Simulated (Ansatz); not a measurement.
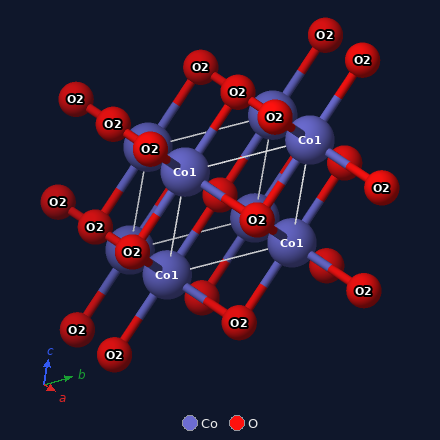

The system is CoO (R-3m, No. 166; 2 atoms in the cell); the picture shows the reference structure. The cell is strained homogeneously, by one strain along x and y and another along z, with fractional coordinates fixed (x along [1 0 0], z along [0 0 1] of the conventional cell). First axis: strain along x and y. Second axis: strain along z. Grid: 5 × 5 points. Points are written as (first, second). All energies are given in meV/atom relative to the unstrained cell. The reference cell is the one listed in the database, not relaxed at this level. Computed with DFT PBEsol, scalar-relativistic, plane waves, PAW (Ansatz). Settings: cutoff 420 eV, k-mesh 18×18×18, gaussian smearing 0.15 eV, spin-polarised.

Its coordinates:

```
CELL_PARAMETERS angstrom
1.50547 0.86918 2.43993
-1.50547 0.86918 2.43993
0.00000 -1.73837 2.43993
ATOMIC_POSITIONS crystal
Co 0.00000 0.00000 0.00000
O 0.50000 0.50000 0.50000
```

Range: strain along x and y from −8 to 8 %; strain along z from −8 to 8 %.

Q: What landscape does the calculation give?

A: The lowest grid point is at (−8 %, 8 %), −26 meV/atom from the unstrained cell. The energy also falls towards the edge at (0 %, −8 %) (7 meV/atom above the lowest), where a further well may lie outside the range. The highest grid point, (8 %, 8 %), lies 384 meV/atom above the lowest.

```tsv
strain along z ↓, strain along x and y →	−8	−4	0	4	8
8	−26	−6	71	196	358
4	−8	−19	28	129	274
0	34	−14	0	72	199
−4	95	5	−16	28	135
−8	172	38	−19	−1	85
```

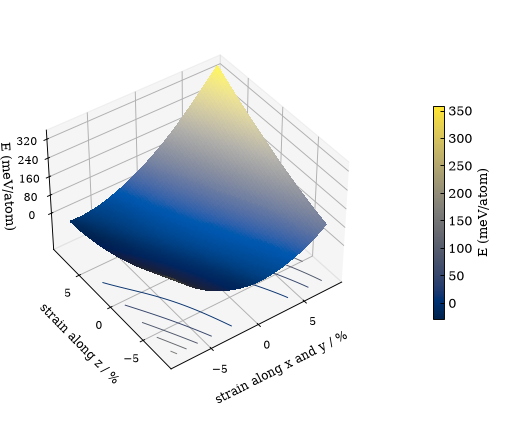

Drawn: a relief with its contours projected below. Between grid points the surface is interpolated.
